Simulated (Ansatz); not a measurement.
# Run report: NaCl, molecular dynamics (part 1 of 2)

System: NaCl (Fm-3m, 16 atoms in the cell).
Method: DFT, PBE, plane waves, PAW, no spin polarisation (Ansatz 0.2.0).

The structure was built on a prototype by a generator. The geometry comes from this level: r2SCAN. It belongs to a series of runs on one base structure; here: npt_langevin at 100 K.

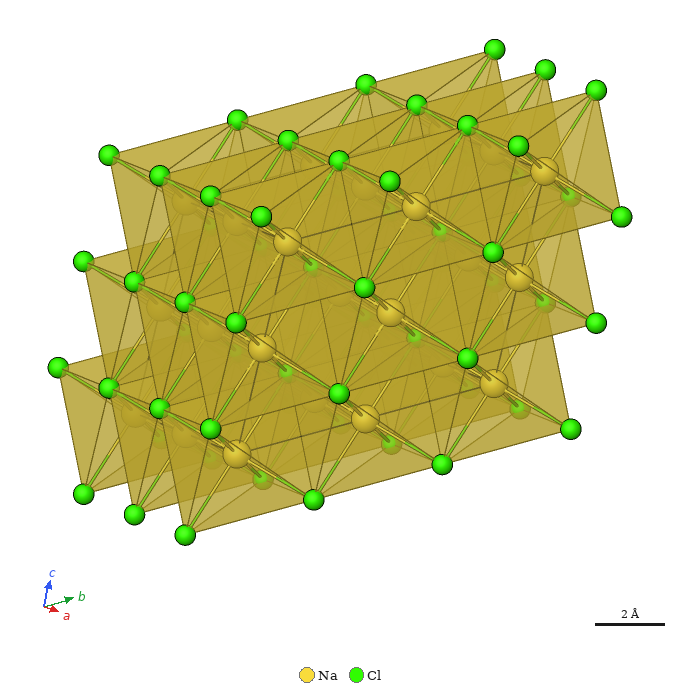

Figure 1. The structure as given in the input (polyhedral view of the cell of the calculation, seen slightly off an axis; polyhedra are completed across the faces of the cell).

Summary

```json
{"quantity": "outcome", "value": "finished"}
{"quantity": "mean temperature over the second half", "value": "55 K"}
{"quantity": "trajectory", "value": "30 steps, 60 fs"}
{"quantity": "ensemble", "value": "npt_langevin"}
{"quantity": "temperature in the input", "value": "100 K"}
{"quantity": "time step", "value": "2.0 fs"}
{"quantity": "space group of the start (tolerance 0.01 Å)", "value": "Fm-3m (225)"}
{"quantity": "electrons treated", "value": "128"}
{"quantity": "potential energy (free energy of the electrons) (last step)", "value": "−20556.2307 eV"}
{"quantity": "Fermi energy (last step)", "value": "3.173 eV"}
{"quantity": "pressure (without the kinetic term) (last step)", "value": "−0.33 GPa"}
{"quantity": "largest force (length of the vector) (last step)", "value": "0.393 eV/Å"}
{"quantity": "hardware", "value": "4 threads of an Arm (aarch64) CPU, shared host"}
{"quantity": "wall time", "value": "2.5 min (CPU time 9.5 min)"}
{"quantity": "peak memory", "value": "1.1 GiB"}
```

Notes

The k-point mesh is coarse for a cell of this size, so the results may not be converged. So short a trajectory is not equilibrated. The logged temperature at the start can lie below the typed one, since it is counted over all degrees of freedom.

Input file
```yaml
crystal:
  lattice:
    - [0.0, 5.6053976607, 5.6053976607]
    - [5.6053976607, 0.0, 5.6053976607]
    - [5.6053976607, 5.6053976607, 0.0]
  atoms:
    - { symbol: Na, position: [0.0, 0.0, 0.0] }
    - { symbol: Cl, position: [0.25, 0.25, 0.25] }
    - { symbol: Na, position: [0.0, 0.0, 0.5] }
    - { symbol: Cl, position: [0.25, 0.25, 0.75] }
    - { symbol: Na, position: [0.0, 0.5, 0.0] }
    - { symbol: Cl, position: [0.25, 0.75, 0.25] }
    - { symbol: Na, position: [0.0, 0.5, 0.5] }
    - { symbol: Cl, position: [0.25, 0.75, 0.75] }
    - { symbol: Na, position: [0.5, 0.0, 0.0] }
    - { symbol: Cl, position: [0.75, 0.25, 0.25] }
    - { symbol: Na, position: [0.5, 0.0, 0.5] }
    - { symbol: Cl, position: [0.75, 0.25, 0.75] }
    - { symbol: Na, position: [0.5, 0.5, 0.0] }
    - { symbol: Cl, position: [0.75, 0.75, 0.25] }
    - { symbol: Na, position: [0.5, 0.5, 0.5] }
    - { symbol: Cl, position: [0.75, 0.75, 0.75] }
kpoints:
  mp_grid: { grid: [2, 2, 2] }
hamiltonian:
  xc: pbe
scf:
  occupations: { method: fermi_dirac, width: 0.02 }
md:
  ensemble: npt_langevin
  temperature: 100
  timestep: 2.0
  n_steps: 30
  initial_velocities: maxwell_boltzmann
  seed: 7852
```

Launch command:
```bash
ansatz run input.yaml --threads 4 --pin off --max-ram 3686MiB --backend cpu --events-out ev --progress --plain --runs-dir out
```

What the program printed
```
Warning: md: disabling space-group detection — thermal motion breaks the input geometry's symmetry, so no spatial operation reduces the k-mesh or symmetrises the density; time reversal is kept, so that k and −k are solved as one point where they differ and the mesh holds both, and exact exchange and, on two spinor components, a DFT+U term hold to it where the run has them: on two components no moment then forms, and a state that bears one, which a typed moment (crystal.atoms[].spin; refused beside efield: under a hybrid functional) reaches, can lie lower, under hf by electronvolts; crystal.symmetry.detect: false (a key that needs symmetry detection or time reversal refuses this as the deck is read) with time_reversal: false beside it drops time reversal too
Engine: ansatz 0.2.0, aarch64-unknown-linux-gnu
Pseudopotentials: kind: paw
Pseudopotential: Na, paw, valence charge 9, recommended cutoff 420 eV (normal), Na.paw.azcp
Pseudopotential: Cl, paw, valence charge 7, recommended cutoff 420 eV (normal), Cl.paw.azcp
Functional definition: PBE
  parameter kappa = 0.804
  parameter beta = 0.06672455060314922
  exchange = pbe_x(kappa = kappa, mu = beta*pi^2/3)
  correlation = pbe_c(beta = beta)
Crystal: 16 atoms, lattice volume = 352.249 Å³
Basis set: ecut = 420 eV (smoothed over ±3.0 %; plane waves to 437.0 eV, density to 1747.9 eV), 7391 PW (Γ), exchange–correlation on 120×120×120 points (8 copies of the dense FFT grid, shifted against one another)
Bands: 80, of which v1, the nominal top of the filled ones, is band 64 counted from 1 (63 counted from 0)
Symmetry: 1 space group operations
k-points: 8
Non-local potential: Na, projectors of the file, l = 0: 3, l = 1: 2, l = 2: 1
Non-local potential: Cl, projectors of the file, l = 0: 2, l = 1: 2, l = 2: 2
PAW form: soft (Blöchl's): semilocal exchange-correlation on the pseudo side does not see the compensation charge
PAW one-centre angular grid: Na, 110 points (default); XC on 64 Gauss nodes
PAW one-centre angular grid: Cl, 110 points (default); XC on 64 Gauss nodes
Initial density: superposition of atomic densities (neutral atoms: chi_scale 0, normalization atom), corrected by the library's trained network
Initial wavefunctions: pseudopotential atomic-orbital guess
Functional: x = pbe(κ = 0.804, μ = 0.2195149727645171), c = pbe(β = 0.06672455060314922)
SCF iter   1: F=—  HF=-20556.363356 eV  |F-HF|=—  |Δ(HF+E_count)|=         —  Δρ=2.61e-4  dr2=9.62e-5  ethr=1.77e-3  ⟨swp⟩=7.6  Hψ=2298  notcnv=0  defer=3
preconditioner: auto → Resta (q_TF=auto, 2.305 Å⁻¹)  ε∞=2.1  [insulator: Δε(μ)=5.178 eV  Ē_g=19.741 eV  σ=0.020 eV  W_gap=1.00  n_scr=64 (ndim 8)  ℏωp=20.9 eV  f_vac=0.029  D(μ)=0.00/eV (n_scr^D=0)  ε∞_Penn≈2.1]
SCF iter   2: F=—  HF=-20556.359877 eV  |F-HF|=—  |Δ(HF+E_count)|=   3.48e-3  Δρ=1.22e-4  dr2=4.68e-5  ethr=7.51e-8  ⟨swp⟩=3.5  Hψ=1702  notcnv=0  defer=49
SCF iter   3: F=—  HF=-20556.359848 eV  |F-HF|=—  |Δ(HF+E_count)|=   2.86e-5  Δρ=6.81e-5  dr2=1.37e-5  ethr=3.65e-8  ⟨swp⟩=2.9  Hψ=1140  notcnv=0  defer=49
SCF iter   4: F=—  HF=-20556.359758 eV  |F-HF|=—  |Δ(HF+E_count)|=   9.08e-5  Δρ=1.96e-5  dr2=8.67e-7  ethr=1.07e-8  ⟨swp⟩=2.0  Hψ=1082  notcnv=0  defer=49
SCF iter   5: F=—  HF=-20556.359758 eV  |F-HF|=—  |Δ(HF+E_count)|=   3.46e-8  Δρ=6.99e-6  dr2=1.19e-7  ethr=6.77e-10  ⟨swp⟩=2.0  Hψ=936  notcnv=0  defer=49
SCF iter   6: F=-20556.359758 eV  HF=-20556.359758 eV  |F-HF|=3.60e-9  |Δ(HF+E_count)|=   3.42e-8  Δρ=1.49e-6  dr2=3.80e-9  ethr=1.25e-11  ⟨swp⟩=3.0  Hψ=2196  notcnv=0
SCF 1 converged in 6 iterations: F = -20556.359758 eV  dr2 = 3.80e-9
  greatest PAW one-centre occupation: 0.999 electrons in one spin orbital (limit 2), on the Na atom at site 14 (counted from 0), in its partial waves of l = 0
md step     0: t =     0.00 fs  T =    93.7 K  F+E_penalty+E_count = -20556.35975768 eV  E_kin = 0.193890 eV  conserved = -20556.21640263 eV  P_inst = 1.3514 GPa  V = 352.2486 Å³  selection 1  (6 SCF iters)
Crystal: 16 atoms, lattice volume = 352.296 Å³
Initial density: handed on by an earlier stage of this run
Initial wavefunctions: those handed on with the density
iter 1 solved again at ethr=7.89e-7 eV; its pass at ethr=3.10e-3 eV (dr2=1.01e-3 eV) is discarded
SCF iter   1: F=—  HF=-20556.360253 eV  |F-HF|=—  |Δ(HF+E_count)|=         —  Δρ=7.22e-4  dr2=1.18e-3  ethr=7.89e-7  ⟨swp⟩=3.9  Hψ=2579  notcnv=0  defer=1
preconditioner: auto → Resta (q_TF=auto, 2.305 Å⁻¹)  ε∞=2.1  [insulator: Δε(μ)=5.178 eV  Ē_g=19.735 eV  σ=0.020 eV  W_gap=1.00  n_scr=64 (ndim 8)  ℏωp=20.9 eV  f_vac=0.027  D(μ)=0.00/eV (n_scr^D=0)  ε∞_Penn≈2.1]
SCF iter   2: F=—  HF=-20556.359849 eV  |F-HF|=—  |Δ(HF+E_count)|=   4.04e-4  Δρ=3.57e-4  dr2=2.89e-4  ethr=7.89e-7  ⟨swp⟩=2.5  Hψ=1048  notcnv=0
SCF iter   3: F=—  HF=-20556.359725 eV  |F-HF|=—  |Δ(HF+E_count)|=   1.24e-4  Δρ=2.63e-5  dr2=3.02e-6  ethr=2.26e-7  ⟨swp⟩=2.0  Hψ=833  notcnv=0
SCF iter   4: F=—  HF=-20556.359444 eV  |F-HF|=—  |Δ(HF+E_count)|=   2.81e-4  Δρ=8.82e-6  dr2=1.99e-7  ethr=2.36e-9  ⟨swp⟩=2.0  Hψ=1088  notcnv=0
SCF iter   5: F=—  HF=-20556.359444 eV  |F-HF|=—  |Δ(HF+E_count)|=   1.17e-7  Δρ=2.13e-6  dr2=1.60e-8  ethr=1.25e-11  ⟨swp⟩=4.0  Hψ=2139  notcnv=0
SCF iter   6: F=-20556.359444 eV  HF=-20556.359444 eV  |F-HF|=8.29e-10  |Δ(HF+E_count)|=  1.75e-10  Δρ=3.71e-7  dr2=4.23e-10  ethr=1.25e-11  ⟨swp⟩=4.0  Hψ=1871  notcnv=0
SCF 2 converged in 6 iterations: F = -20556.359444 eV  dr2 = 4.23e-10
  greatest PAW one-centre occupation: 0.999 electrons in one spin orbital (limit 2), on the Na atom at site 4 (counted from 0), in its partial waves of l = 0
md step     1: t =     2.00 fs  T =    88.7 K  F+E_penalty+E_count = -20556.35944433 eV  E_kin = 0.183527 eV  conserved = -20556.21640020 eV  P_inst = 1.3452 GPa  V = 352.2957 Å³  selection 1  (6 SCF iters)
[... from here on the SCF iterations and repeated set-up lines of each step are left out, up to the last step ...]
SCF 3 converged in 5 iterations: F = -20556.358159 eV  dr2 = 1.54e-8
md step     2: t =     4.00 fs  T =    84.5 K  F+E_penalty+E_count = -20556.35815934 eV  E_kin = 0.174661 eV  conserved = -20556.21639558 eV  P_inst = 1.3375 GPa  V = 352.3878 Å³  selection 1  (5 SCF iters)
SCF 4 converged in 6 iterations: F = -20556.356196 eV  dr2 = 3.96e-10
md step     3: t =     6.00 fs  T =    84.4 K  F+E_penalty+E_count = -20556.35619561 eV  E_kin = 0.174543 eV  conserved = -20556.21640104 eV  P_inst = 1.3279 GPa  V = 352.5571 Å³  selection 1  (6 SCF iters)
SCF 5 converged in 5 iterations: F = -20556.353760 eV  dr2 = 1.43e-8
md step     4: t =     8.00 fs  T =    80.6 K  F+E_penalty+E_count = -20556.35376029 eV  E_kin = 0.166778 eV  conserved = -20556.21640019 eV  P_inst = 1.3087 GPa  V = 352.8333 Å³  selection 1  (5 SCF iters)
SCF 6 converged in 4 iterations: F = -20556.350550 eV  dr2 = 3.55e-9
md step     5: t =    10.00 fs  T =    75.7 K  F+E_penalty+E_count = -20556.35055017 eV  E_kin = 0.156545 eV  conserved = -20556.21638924 eV  P_inst = 1.2861 GPa  V = 353.1615 Å³  selection 1  (4 SCF iters)
SCF 7 converged in 4 iterations: F = -20556.347230 eV  dr2 = 3.83e-9
md step     6: t =    12.00 fs  T =    64.6 K  F+E_penalty+E_count = -20556.34722965 eV  E_kin = 0.133684 eV  conserved = -20556.21636633 eV  P_inst = 1.2538 GPa  V = 353.5739 Å³  selection 1  (4 SCF iters)
SCF 8 converged in 4 iterations: F = -20556.344318 eV  dr2 = 6.15e-9
md step     7: t =    14.00 fs  T =    63.8 K  F+E_penalty+E_count = -20556.34431778 eV  E_kin = 0.131878 eV  conserved = -20556.21637451 eV  P_inst = 1.2176 GPa  V = 354.1225 Å³  selection 1  (4 SCF iters)
SCF 9 converged in 4 iterations: F = -20556.340953 eV  dr2 = 1.63e-9
md step     8: t =    16.00 fs  T =    66.3 K  F+E_penalty+E_count = -20556.34095334 eV  E_kin = 0.137211 eV  conserved = -20556.21638104 eV  P_inst = 1.1786 GPa  V = 354.7490 Å³  selection 1  (4 SCF iters)
SCF 10 converged in 4 iterations: F = -20556.336643 eV  dr2 = 3.23e-9
md step     9: t =    18.00 fs  T =    69.5 K  F+E_penalty+E_count = -20556.33664259 eV  E_kin = 0.143831 eV  conserved = -20556.21638188 eV  P_inst = 1.1403 GPa  V = 355.3952 Å³  selection 1  (4 SCF iters)
SCF 11 converged in 5 iterations: F = -20556.331497 eV  dr2 = 9.05e-9
md step    10: t =    20.00 fs  T =    69.3 K  F+E_penalty+E_count = -20556.33149703 eV  E_kin = 0.143353 eV  conserved = -20556.21638095 eV  P_inst = 1.0995 GPa  V = 356.0635 Å³  selection 1  (5 SCF iters)
SCF 12 converged in 4 iterations: F = -20556.325682 eV  dr2 = 3.38e-9
md step    11: t =    22.00 fs  T =    70.5 K  F+E_penalty+E_count = -20556.32568155 eV  E_kin = 0.145834 eV  conserved = -20556.21638828 eV  P_inst = 1.0551 GPa  V = 356.8091 Å³  selection 1  (4 SCF iters)
SCF 13 converged in 4 iterations: F = -20556.319621 eV  dr2 = 1.25e-8
md step    12: t =    24.00 fs  T =    70.2 K  F+E_penalty+E_count = -20556.31962084 eV  E_kin = 0.145135 eV  conserved = -20556.21639827 eV  P_inst = 1.0005 GPa  V = 357.6919 Å³  selection 1  (4 SCF iters)
SCF 14 converged in 4 iterations: F = -20556.313570 eV  dr2 = 5.77e-9
```
